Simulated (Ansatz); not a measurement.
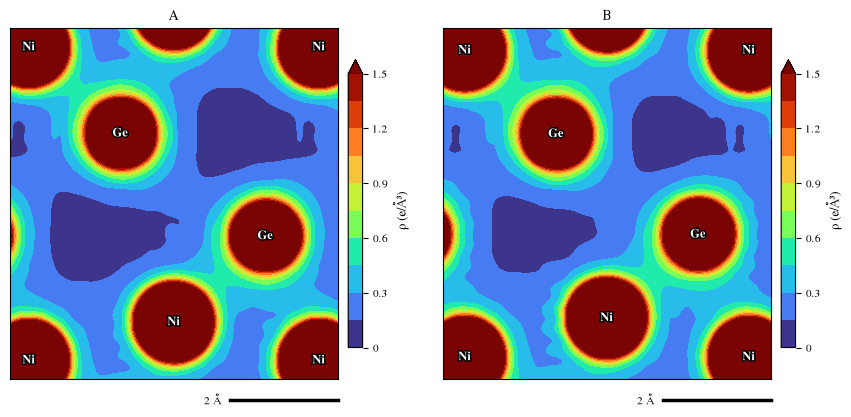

NiGe. The valence pseudo-density of two cells that differ in size, on the (010) plane of each (indices in the axes of the calculation cell), at one length scale and on one colour scale: A has 13.4 Å³ an atom and B 12.6.

Method: DFT, PBE, plane-wave PAW, default files, scalar-relativistic in Ansatz.

The density is the valence pseudo-density of a PAW calculation; it isn't the true density close to the nuclei.

**What does the compression do to the bonding and the properties?**

From the larger cell to the smaller, Ni–Ge goes from 2.34 to 2.31 Å, and the density at its midpoint from 0.47 to 0.5 e/Å³; the pressure goes from 3.5 to 14 GPa.
